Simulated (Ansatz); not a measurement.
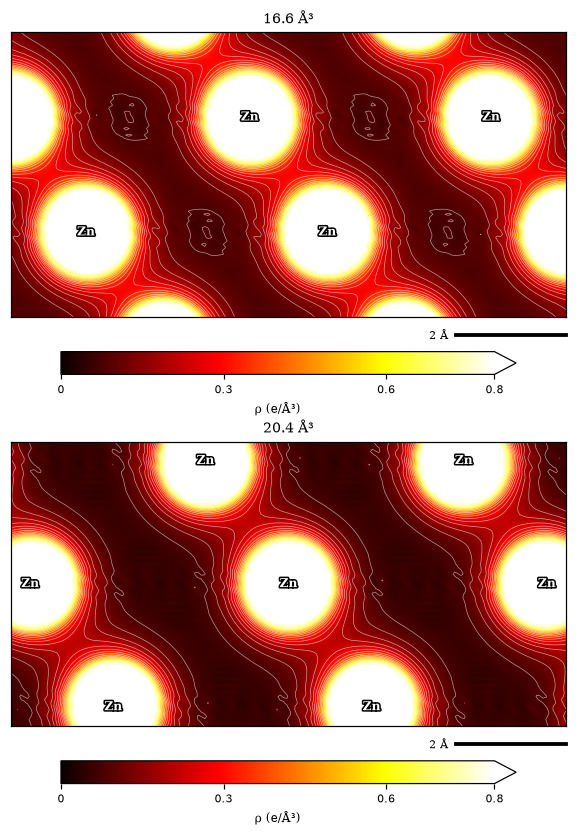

Zn. The valence electron density of cells scaled evenly to different volumes (given per atom above each panel), on the (11̄0) plane of each (indices in the axes of the cell below), at one length scale and on one colour scale.

A generated structure, not necessarily the stable one.

Theory: DFT, BLYP, plane waves (420 eV) with PAW, scalar-relativistic (Ansatz 0.2.0).

The largest cell:

```
Zn
1.0
    -2.89285    2.56690    1.33300
     2.56690   -2.89285    1.33300
     3.03531    3.03531   -1.92997
Zn
2
Direct
  0.98564 0.01436 0.00000
  0.76436 0.23564 0.50000
```

| volume (Å³/atom) | Zn–Zn contact in the plane (Å) | ρ at its midpoint (e/Å³) | pressure (GPa) | 
| --- | --- | --- | --- |
| 16.60 | 2.527 | 0.293 | 6.6 | 
| 19.62 | 2.672 | ? | ? | 
| 20.37 | 2.706 | 0.220 | −2.2 | 

> What values belong in the row with question marks?

Over the known rows ln ρ falls by 1.60 per Å of Zn–Zn distance (the line through the two), which gives 0.232 e/Å³ at 2.672 Å; the calculation gives 0.232 e/Å³. For the pressure, a straight line in volume between the neighbouring rows gives −0.4 GPa; the calculation gives −1.3, lower because pressure rises ever faster on compression.
